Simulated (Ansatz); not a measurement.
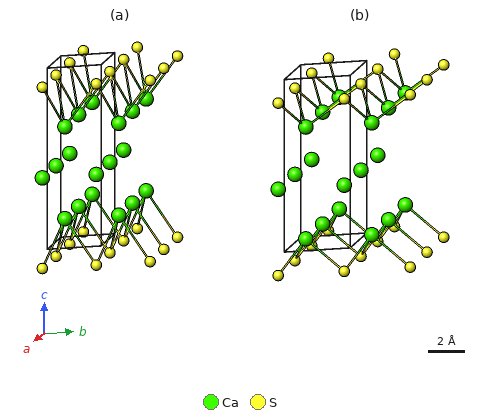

The structure of crystalline Ca3S (a generated structure, set up in P-6m2) (coarse preliminary run) before (left) and after (right) a relaxation, at one scale.

A ball-and-stick model of the cell of the calculation, repeated 3 × 2 × 1 with one cell outlined, seen slightly off an axis.

Level of theory: Ansatz, DFT PBE, scalar-relativistic, plane waves, PAW.

The input:
```yaml
crystal:
  lattice:
    - [3.18563803, 0.0, 0.0]
    - [-1.59281902, 2.75884346, 0.0]
    - [0.0, 0.0, 10.57501357]
  atoms:
    - { symbol: Ca, position: [0.66666667, 0.33333333, 0.5] }
    - { symbol: Ca, position: [0.33333333, 0.66666667, 0.24638577] }
    - { symbol: Ca, position: [0.33333333, 0.66666667, 0.75361423] }
    - { symbol: S, position: [0.66666667, 0.33333333, 0.0] }
basis:
  ecutwfc: 420
kpoints:
  mp_grid: { grid: [6, 6, 2] }
hamiltonian:
  xc: pbe
scf:
  occupations: { method: gaussian, width: 0.1 }
  lower_state_search: "off"
output:
  forces: true
  stress: true
  eigenvalues: true
relax:
  adjacent_minimum: "off"
  f_tol: 0.04
  max_steps: 70
  cell: { stress_tol: 0.4 }
```

Run as
```bash
ansatz run input.yaml --threads 1 --pin off --max-ram 2048MiB --backend cpu --events-out ev --progress --plain --runs-dir out
```

### What changed between the two?

The energy falls by 1292 meV per atom in 8 accepted moves (10 points after the start). Largest force component: 2.6 eV/Å at the start, 0.001 eV/Å at the end. The pressure goes from 12.92 to 0.00 GPa. The SCF was repeated twice at an unchanged geometry on a basis and grid sized afresh for the cell, which shifted the energy by 10.4 meV per atom at most. The largest moves relative to the cell, 0.71 Å, are those of Ca2 and Ca3. Ca2 goes along −c. S stays in place. The volume changes by +42.8 %, with a = b 3.186 → 3.903 Å (+22.5 %), c 10.575 → 10.063 Å (−4.8 %). Among the contacts that change: Ca1–Ca1 3.186 → 3.903 Å, Ca1–Ca2 3.252 → 3.968 Å, Ca2–S4 3.189 → 2.862 Å. Among the angles between lasting bonds that change: Ca2–S4–Ca3 109.6° → 76.1°, S4–Ca2–S4 59.9° → 86.0°, Ca2–S4–Ca2 59.9° → 86.0°. The space group stays P-6m2 (No. 187).
